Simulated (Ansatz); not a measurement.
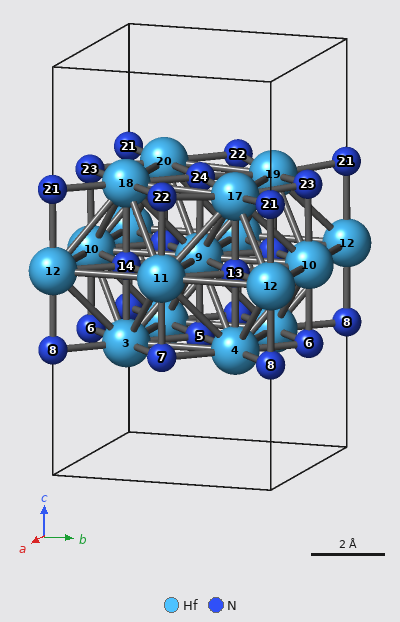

Fig. 1: The input geometry (ball-and-stick view of the cell of the calculation, with the vacuum cut short, seen slightly off an axis; atoms are numbered from 1 in the order of the input). An atom can appear more than once, as a periodic image.

Single-point calculation of HfN (part 1 of 2)

The run: single-point calculation of HfN (slab, 24 atoms in the cell). Method and program: DFT PBE+D3(BJ), scalar-relativistic, plane waves, PAW, no spin polarisation (Ansatz 0.2.0).

The structure derives from an entry of the Crystallography Open Database. It belongs to a series of runs on one base structure; here: the slab at its places in the relaxed adsorbed structure. Figures and captions count atoms from 1; the log counts them from 0 in places.

The input
```yaml
crystal:
  lattice:
    - [6.3878118647, 0.0, 0.0]
    - [0.0, 6.3878118647, 0.0]
    - [0.0, 0.0, 22.5168650865]
  atoms:
    - { symbol: Hf, position: [0.25, 0.25, 0.3552892452] }
    - { symbol: Hf, position: [0.25, 0.75, 0.3552892452] }
    - { symbol: Hf, position: [0.75, 0.25, 0.3552892452] }
    - { symbol: Hf, position: [0.75, 0.75, 0.3552892452] }
    - { symbol: "N", position: [0.5, 0.5, 0.3552892452] }
    - { symbol: "N", position: [0.5, 0.0, 0.3552892452] }
    - { symbol: "N", position: [0.0, 0.5, 0.3552892452] }
    - { symbol: "N", position: [0.0, 0.0, 0.3552892452] }
    - { symbol: Hf, position: [0.4996635602, 0.4975024638, 0.4542954971] }
    - { symbol: Hf, position: [0.4996555892, 0.0024647588, 0.454292064] }
    - { symbol: Hf, position: [0.0014886992, 0.4987612738, 0.4545712722] }
    - { symbol: Hf, position: [0.0014931146, 0.0012330555, 0.4545677099] }
    - { symbol: "N", position: [0.7500107111, 0.7499986947, 0.4523474692] }
    - { symbol: "N", position: [0.7512296174, 0.2500070528, 0.4524800481] }
    - { symbol: "N", position: [0.2513838585, 0.7499941219, 0.4526448376] }
    - { symbol: "N", position: [0.2497925565, 0.2500112183, 0.4527281829] }
    - { symbol: Hf, position: [0.7514060098, 0.7499644564, 0.5486190175] }
    - { symbol: Hf, position: [0.7532668932, 0.2499666768, 0.5558989853] }
    - { symbol: Hf, position: [0.2516895954, 0.7499882031, 0.5492265561] }
    - { symbol: Hf, position: [0.2526219712, 0.2499707718, 0.556240878] }
    - { symbol: "N", position: [0.0010705088, -0.0017272186, 0.5567732929] }
    - { symbol: "N", position: [0.0010772478, 0.5015983039, 0.5567779004] }
    - { symbol: "N", position: [0.502355424, -0.0035205553, 0.5551462842] }
    - { symbol: "N", position: [0.5023579357, 0.5034349501, 0.5551637727] }
basis:
  ecutwfc: 420
kpoints:
  mp_grid: { grid: [3, 3, 1] }
hamiltonian:
  xc: pbe
  dispersion: d3bj
scf:
  occupations: { method: gaussian, width: 0.1 }
output:
  forces: true
  eigenvalues: true
  write_density: true
  volumetric_format: npy
efield:
  axis: 3
  dipole_correction: true
  ramp_width: 0.04
```

Machine: 4 threads of Arm Neoverse V2, 24 GiB of memory available, shared host.

Command:
```bash
ansatz run input.yaml --threads 4 --pin off --max-ram 10240MiB --backend cpu --events-out ev --progress --plain --runs-dir out
```

Log
```
Engine: ansatz 0.2.0, aarch64-unknown-linux-gnu
Pseudopotentials: kind: paw
Pseudopotential: Hf, paw, valence charge 26, recommended cutoff 420 eV (normal), Hf.paw.azcp
Pseudopotential: N, paw, valence charge 5, recommended cutoff 420 eV (normal), N.paw.azcp
Functional definition: PBE
  parameter kappa = 0.804
  parameter beta = 0.06672455060314922
  exchange = pbe_x(kappa = kappa, mu = beta*pi^2/3)
  correlation = pbe_c(beta = beta)
Crystal: 24 atoms, lattice volume = 918.781 Å³
Basis set: ecut = 420 eV, 17951 PW (Γ), exchange–correlation on 90×90×320 points (8 copies of the dense FFT grid, shifted against one another)
Bands: 224, of which v1, the nominal top of the filled ones, is band 186 counted from 1 (185 counted from 0)
Symmetry: 1 space group operations
Space group: P1 (ITA 1), of the structure as read, at distance tolerance 9.7e-5 Å
k-points: 5 of 9 (time reversal used)
Non-local potential: Hf, projectors of the file, l = 0: 3, l = 1: 2, l = 2: 2, l = 3: 3
Non-local potential: N, projectors of the file, l = 0: 2, l = 1: 2, l = 2: 1
PAW form: soft (Blöchl's): semilocal exchange-correlation on the pseudo side does not see the compensation charge
PAW one-centre angular grid: Hf, 590 points (default); XC on 64 Gauss nodes
PAW one-centre angular grid: N, 110 points (default); XC on 64 Gauss nodes
Initial density: superposition of atomic densities (neutral atoms: chi_scale 0, normalization atom), corrected by the library's trained network
Initial wavefunctions: pseudopotential atomic-orbital guess
Functional: x = pbe(κ = 0.804, μ = 0.2195149727645171), c = pbe(β = 0.06672455060314922)
SCF iter   1: F=—  HF=-193302.457363 eV  |F-HF|=—  |Δ(HF+E_count)|=         —  Δρ=3.03e-3  dr2=4.05e-1  ethr=1.77e-3  p=0.015 e·Å  D=3.01e-3 V/Å  ΔV_dip=-0.07 eV  dr2_dipole=1.25e-2  V_vac-E_F(+/−)=2.72/2.78 eV  ⟨swp⟩=6.4  Hψ=4344  notcnv=0  defer=12
efield: sawtooth ramp at fractional position 0.9360 (placed from the atoms, in the widest stretch of the axis that holds none; the zero of the levels goes with the place), width 0.0400; the density the first Hamiltonian is built on has a dipole p = 0.015 e·Å; the dipole correction subtracts the counter field D = 3.01e-3 V/Å, which shifts the + side's vacuum level by -0.07 eV against the − side's; the planar-averaged density in the ramp window peaks in size at 1.6e-5 e/Å³
preconditioner: auto → LDOS  [metal: Δε(μ)=0.082 eV  Ē_g=17.257 eV  σ=0.100 eV  W_gap=0.44  n_scr=204 (ndim 8)  ℏωp=22.9 eV  f_vac=0.646  D(μ)=8.70/eV (n_scr^D=36)  β→1.0]
SCF iter   2: F=—  HF=-193302.470947 eV  |F-HF|=—  |Δ(HF+E_count)|=   1.36e-2  Δρ=2.51e-3  dr2=9.15e-2  ethr=1.09e-4  p=0.013 e·Å  D=2.53e-3 V/Å  ΔV_dip=-0.06 eV  dr2_dipole=2.87e-3  V_vac-E_F(+/−)=2.83/2.88 eV  ⟨swp⟩=2.0  Hψ=2206  notcnv=0  defer=139
SCF iter   3: F=—  HF=-193302.460906 eV  |F-HF|=—  |Δ(HF+E_count)|=   1.00e-2  Δρ=9.22e-4  dr2=1.76e-2  ethr=2.46e-5  p=0.014 e·Å  D=2.74e-3 V/Å  ΔV_dip=-0.06 eV  dr2_dipole=1.66e-3  V_vac-E_F(+/−)=2.82/2.88 eV  ⟨swp⟩=3.0  Hψ=1903  notcnv=0  defer=139
SCF iter   4: F=—  HF=-193302.458219 eV  |F-HF|=—  |Δ(HF+E_count)|=   2.69e-3  Δρ=2.67e-4  dr2=2.91e-3  ethr=4.74e-6  p=0.015 e·Å  D=2.99e-3 V/Å  ΔV_dip=-0.07 eV  dr2_dipole=1.36e-4  V_vac-E_F(+/−)=2.81/2.88 eV  ⟨swp⟩=3.0  Hψ=1890  notcnv=0  defer=139
SCF iter   5: F=—  HF=-193302.458035 eV  |F-HF|=—  |Δ(HF+E_count)|=   1.85e-4  Δρ=9.44e-5  dr2=3.16e-4  ethr=7.83e-7  p=0.016 e·Å  D=3.19e-3 V/Å  ΔV_dip=-0.07 eV  dr2_dipole=7.82e-6  V_vac-E_F(+/−)=2.81/2.88 eV  ⟨swp⟩=2.4  Hψ=1666  notcnv=0  defer=139
SCF iter   6: F=—  HF=-193302.458118 eV  |F-HF|=—  |Δ(HF+E_count)|=   8.31e-5  Δρ=5.93e-5  dr2=7.13e-5  ethr=8.50e-8  p=0.017 e·Å  D=3.32e-3 V/Å  ΔV_dip=-0.07 eV  dr2_dipole=1.24e-6  V_vac-E_F(+/−)=2.81/2.89 eV  ⟨swp⟩=3.0  Hψ=1763  notcnv=0  defer=139
SCF iter   7: F=—  HF=-193302.457797 eV  |F-HF|=—  |Δ(HF+E_count)|=   3.20e-4  Δρ=3.07e-5  dr2=1.80e-5  ethr=1.92e-8  p=0.017 e·Å  D=3.38e-3 V/Å  ΔV_dip=-0.08 eV  dr2_dipole=7.04e-7  V_vac-E_F(+/−)=2.81/2.89 eV  ⟨swp⟩=3.0  Hψ=2226  notcnv=0  defer=127
SCF iter   8: F=—  HF=-193302.457799 eV  |F-HF|=—  |Δ(HF+E_count)|=   1.48e-6  Δρ=9.49e-6  dr2=1.78e-6  ethr=4.84e-9  p=0.017 e·Å  D=3.39e-3 V/Å  ΔV_dip=-0.08 eV  dr2_dipole=3.25e-7  V_vac-E_F(+/−)=2.81/2.89 eV  ⟨swp⟩=3.0  Hψ=2004  notcnv=0  defer=127
SCF iter   9: F=—  HF=-193302.457800 eV  |F-HF|=—  |Δ(HF+E_count)|=   8.11e-7  Δρ=5.92e-6  dr2=6.91e-7  ethr=4.77e-10  p=0.017 e·Å  D=3.38e-3 V/Å  ΔV_dip=-0.08 eV  dr2_dipole=4.54e-8  V_vac-E_F(+/−)=2.81/2.89 eV  ⟨swp⟩=2.6  Hψ=1822  notcnv=0  defer=127
SCF iter  10: F=—  HF=-193302.457800 eV  |F-HF|=—  |Δ(HF+E_count)|=   1.27e-7  Δρ=2.61e-6  dr2=1.61e-7  ethr=1.86e-10  p=0.017 e·Å  D=3.37e-3 V/Å  ΔV_dip=-0.08 eV  dr2_dipole=2.86e-8  V_vac-E_F(+/−)=2.82/2.89 eV  ⟨swp⟩=2.6  Hψ=1773  notcnv=0  defer=127
SCF iter  11: F=-193302.457800 eV  HF=-193302.457800 eV  |F-HF|=1.34e-8  |Δ(HF+E_count)|=   9.23e-8  Δρ=1.09e-6  dr2=1.40e-8  ethr=2.69e-11  p=0.017 e·Å  D=3.36e-3 V/Å  ΔV_dip=-0.08 eV  dr2_dipole=1.36e-11  V_vac-E_F(+/−)=2.82/2.89 eV  ⟨swp⟩=15.6  Hψ=6166  notcnv=0
SCF 1 converged in 11 iterations: F = -193302.457800 eV  dr2 = 1.40e-8
  greatest PAW one-centre occupation: 0.998 electrons in one spin orbital (limit 2), on the Hf atom at site 2 (counted from 0), in its partial waves of l = 0
```

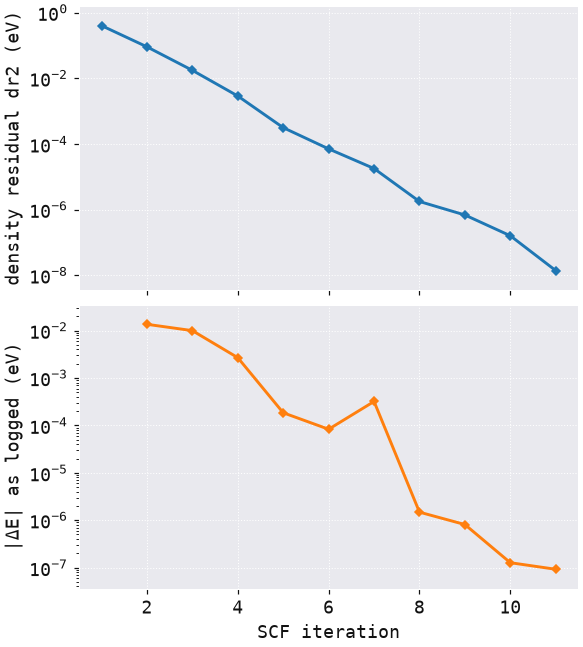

Fig. 2: Convergence of the self-consistent field: density residual dr2 and size of the energy change against the SCF iteration. The residual falls at every step.

```
SCF converged after 11 iterations
Free energy (F): -193302.457800 eV
Harris-Foulkes:  -193302.457800 eV  (|F-HF|=1.34e-8)
Internal energy: -193302.429875 eV  (E = F + TS)
E sigma→0 (E₀):  -193302.443838 eV
Entropy (-TS):   -0.027924 eV (-1.164 meV/atom)
Fermi energy:    5.279995 eV
Dipole field:    D = 0.003360 V/Å  (p = 0.017062 e·Å, saw-weighted, corrected)
Work function:   Φ+ = 2.8155 eV   Φ− = 2.8912 eV
Levels:          The Fermi level and band energies are counted from a zero that moves with the ramp; work functions are not
--- Per-component energies (eV) ---
  E_band       = -4731.173355
  E_kinetic    = 6642.818923
  E_local      = -645784.510458  (includes V_loc(G=0)·N_el)
  E_nonlocal   = -14384.092919
  E_hartree    = 318022.655979
  E_xc         = -4323.497831
  E_vxc        = -4115.617383  (∫ρ·V_xc dr)
  E_paw        = -84650.304291  (= ΣΔE_a)
  E_vpaw       = 16864.843627  (= ΣTr[D̂ρ^β])
  E_aug_tail   = 0.001125  (compensation charges beyond the density's cutoff)
  E_efield     = 0.000029  (sawtooth field / dipole correction)
  E_vefield    = 0.052857  (∫n·V_field dr)
  E_ewald      = 231180.531456
  E_disp       = -6.031889  (pairwise vdW)
  E_smearing   = -0.027924  (= −TS)
  E_closure    = -0.000000  (closes the sum)
  Σ components = -193302.457800   (vs F -193302.457800, Δ=0.00e0)
--- Forces (eV/Å), atoms counted from 1 ---
  atom   1  Hf    -0.00366478     0.00022507     1.09617275
  atom   2  Hf     0.00805673    -0.00014500     1.34964538
  atom   3  Hf     0.00774300     0.00014551     1.11315580
  atom   4  Hf    -0.00200948    -0.00007518     1.34861255
  atom   5  N      0.02203230     0.01007168    -1.28781133
  atom   6  N      0.02206794    -0.01028742    -1.28856791
  atom   7  N     -0.00337080     0.00353137    -1.21664102
  atom   8  N     -0.00341382    -0.00363404    -1.21696784
  atom   9  Hf     0.07099310    -0.01908359     0.09036946
  atom  10  Hf     0.07169344     0.02098129     0.09063249
  atom  11  Hf    -0.04468020    -0.08844159     0.08758610
  atom  12  Hf    -0.04518727     0.08816706     0.08866637
  atom  13  N      0.01955839    -0.00050978    -0.11346675
  atom  14  N     -0.02189965    -0.00192949     0.48236143
  atom  15  N     -0.02831207    -0.00036186    -0.11336761
  atom  16  N      0.05726704    -0.00196057     0.47006645
  atom  17  Hf     0.04345934    -0.00084920    -0.10086546
  atom  18  Hf    -0.03103792    -0.00010375    -1.77701253
  atom  19  Hf    -0.08619213    -0.00257773    -0.23403296
  atom  20  Hf    -0.09031510     0.00044004    -1.80664392
  atom  21  N      0.05327580     0.18501658     0.62979006
  atom  22  N      0.05296673    -0.18019492     0.62907689
  atom  23  N     -0.03434393     0.28930802     0.84094081
  atom  24  N     -0.03468704    -0.28773262     0.83830618
  max |Σ_I F_I| component: 5.39e-6 eV/Å
--- Band table (eV; the first three rows and the last of 5) ---
  k-point 0: bands = ["-57.8106", "-57.7879", "-57.7510", "-57.7298", "-57.7292", "-57.7092", "-57.5467", "-57.5170", "-57.2544", "-57.2360", "-57.2360", "-57.2153", "-26.8610", "-26.8588", "-26.8115", "-26.8064", "-26.7709", "-26.7208", "-26.6885", "-26.6869", "-26.6775", "-26.6660", "-26.6357", "-26.5926", "-26.5753", "-26.5499", "-26.5358", "-26.4840", "-26.2602", "-26.2474", "-26.2383", "-26.2294", "-26.2105", "-26.1842", "-26.1737", "-26.1719", "-26.1557", "-26.1548", "-26.0538", "-26.0315",
      "-25.9743", "-25.9369", "-25.8893", "-25.8867", "-25.8557", "-25.8540", "-25.8419", "-25.8413", "-11.8611", "-11.1918", "-10.7354", "-10.5311", "-10.3316", "-10.3036", "-10.2972", "-9.9723", "-9.5055", "-9.5052", "-9.1763", "-9.1761", "-7.7957", "-7.7797", "-7.7774", "-7.7752", "-7.7649", "-7.7536", "-7.7436", "-7.7414", "-7.7241", "-7.7225", "-7.7224", "-7.7159", "-7.7154", "-7.7008", "-7.6993", "-7.6988", "-7.6960", "-7.6885", "-7.6881", "-7.6825",
      "-7.6825", "-7.6805", "-7.6769", "-7.6754", "-7.6745", "-7.6691", "-7.6569", "-7.6544", "-7.6540", "-7.6526", "-7.6522", "-7.6438", "-7.6371", "-7.6311", "-7.6211", "-7.6208", "-7.5990", "-7.5988", "-7.5697", "-7.5696", "-7.5095", "-7.5000", "-7.4959", "-7.4815", "-7.4785", "-7.4755", "-7.4667", "-7.4663", "-7.4635", "-7.4605", "-7.4405", "-7.4374", "-7.4044", "-7.3946", "-7.3366", "-7.3286", "-7.2270", "-7.2268", "-7.1833", "-7.1827",
      "-7.1824", "-7.1814", "-7.1788", "-7.1657", "-7.1605", "-7.1601", "-7.1531", "-7.1531", "-7.1524", "-7.1524", "-7.1503", "-7.1501", "-7.1499", "-7.1396", "-7.1264", "-7.1257", "-7.1248", "-7.1241", "-7.1238", "-7.0965", "-7.0706", "-7.0706", "-7.0655", "-7.0655", "-3.1069", "-3.1035", "-2.7821", "-2.7803", "-1.9528", "-1.9464", "-1.0327", "-1.0250", "-0.9129", "-0.6175", "-0.6050", "-0.3096", "-0.3072", "-0.3005", "-0.2911", "-0.1975",
      "-0.0695", "-0.0534", "0.0158", "0.0220", "0.0935", "0.4778", "0.5036", "0.5272", "0.5453", "1.0022", "1.3298", "1.3377", "1.3404", "1.4768", "1.4895", "1.8593", "2.2466", "2.2466", "2.4022", "2.6448", "2.6504", "3.0230", "3.0267", "3.1316", "4.4688", "4.7796", "5.7289", "5.7401", "5.9101", "5.9134", "5.9266", "6.3655", "6.3694", "6.5163", "6.6405", "7.4669", "7.4889", "7.5380", "7.5447", "7.6550",
      "7.6820", "7.6953", "7.7117", "7.9651", "8.0487", "8.0893", "8.2226", "8.2246", "8.2501", "8.3325", "8.3448", "8.3622", "8.4379", "8.4537", "8.5733", "8.6006", "8.6072", "8.7083", "8.7824", "8.7905", "8.8604", "9.0046", "9.0674", "9.0831"]
```
